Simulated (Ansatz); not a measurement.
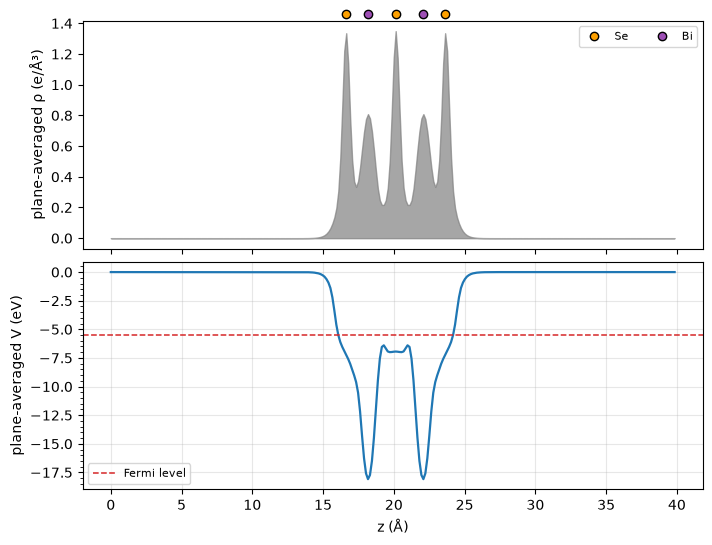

Bi₂Se₃ (slab). Plane average of the electrostatic potential energy of an electron and of the valence charge density (pseudo) across the slab. Circles mark the heights of the atoms.

Built by placing these elements on a known structure type.

These are results of DFT PBE+D3(BJ), scalar-relativistic, plane waves, PAW in Ansatz, not measurements.

In a PAW calculation such maps are meaningful between the atoms, not at the nuclei.

**How far above the Fermi level of the calculation is the vacuum level?**

5.5 eV. The slab has a gap, so the Fermi level lies inside it and this isn't a work function in the metallic sense.

**How thick is the slab, and how wide the vacuum?**

The outermost nuclei are 7.0 Å apart, in 5 atomic planes; the vacuum between periodic images is 32.9 Å wide.
